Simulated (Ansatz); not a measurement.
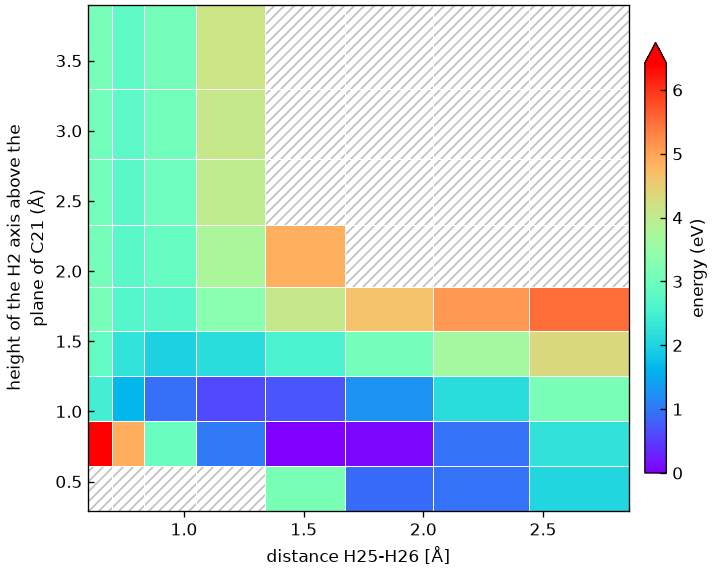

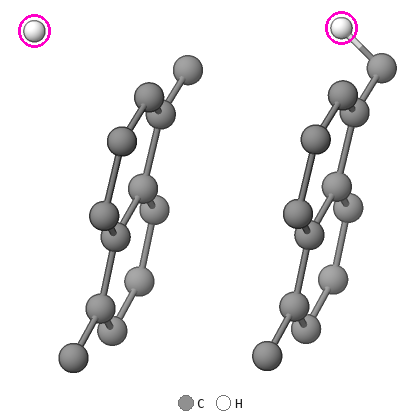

Energy landscape of H₂ on a C(101) slab cut from the R-3m phase, its upper half relaxed before the scan (24 atoms of substrate and one adsorbate in a 2 × 2 cell). 
- H2 lies flat over one site of a rigid substrate while its bond length and height are varied; it sits over a top site over C22, heights counted from the top plane, its axis along the second surface vector.
- Coordinates scanned: (1) distance H25-H26; (2) height of the H2 axis above the plane of C21.
- Grid: 8 × 9 points. At 19 points there is no value (left out: too close to the surface, or the stretched molecule far from it).
- Points are written as (first, second).
- All energies are given in eV relative to the lowest grid point.
- Method: Ansatz, DFT LDA, scalar-relativistic, plane waves, PAW. Settings: cutoff 420 eV, k-mesh 6×4×1, gaussian smearing 0.05 eV, no spin polarisation.

In the figure: one coloured cell a grid point, one colour for all values above the top of the scale, hatched blanks where no value was computed. The second picture is the structure at the lowest point; rings mark the moved atoms.

Q: Describe this landscape.

A: The lowest grid point is at (1.495 Å, 0.77 Å). The highest grid point, (0.650 Å, 0.77 Å), lies 6.42 eV above the lowest.

Each point was launched as `ansatz run input.yaml --threads 2 --pin off --max-ram 6144MiB --backend cpu --events-out ev --progress --plain --runs-dir out`. Time for the 53 points that were run: 77 min on 2 threads of Arm Neoverse N1, with other jobs on the host.

PAW datasets: the set soft_1.
